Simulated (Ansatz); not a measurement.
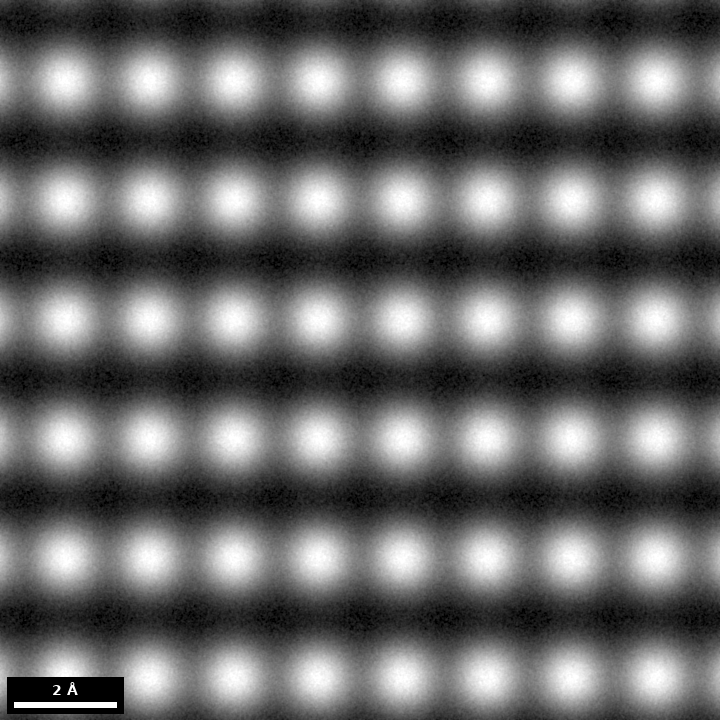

iDPC-like image of Ti (Im-3m, No. 229). Simulated as the projected potential of neutral atoms (B = 0.5 Å²) blurred by a 0.75 Å probe, the thin-sample limit of integrated differential phase contrast. The display is stretched by a gamma of 0.65; percentages refer to the linear signal. Shot noise was added. Model: a calculation's starting geometry; the starting structure was generated, so it need not be a known form of this composition.

```cif
data_structure
_symmetry_space_group_name_H-M 'Im-3m'
_symmetry_Int_Tables_number 229
_cell_length_a 3.2806
_cell_length_b 3.2806
_cell_length_c 3.2806
_cell_angle_alpha 90.000
_cell_angle_beta 90.000
_cell_angle_gamma 90.000
_cell_volume 35.31
loop_
_atom_site_label
_atom_site_type_symbol
_atom_site_symmetry_multiplicity
_atom_site_Wyckoff_symbol
_atom_site_fract_x
_atom_site_fract_y
_atom_site_fract_z
_atom_site_occupancy
Ti1 Ti 2 a 0.00000 0.00000 0.00000 1
```

**Which beam direction gives this image, [211], [221], [110] or [111]? (Directions equivalent by symmetry count as one.)**

[110]. The projected cells are 0.95 × 2.32 Å, 90° for [211]; 0.77 × 2.32 Å, 90° for [221]; 1.64 × 2.32 Å, 90° for [110]; 2.68 × 2.68 Å, 120° for [111], and the image repeats as the [110] one does.
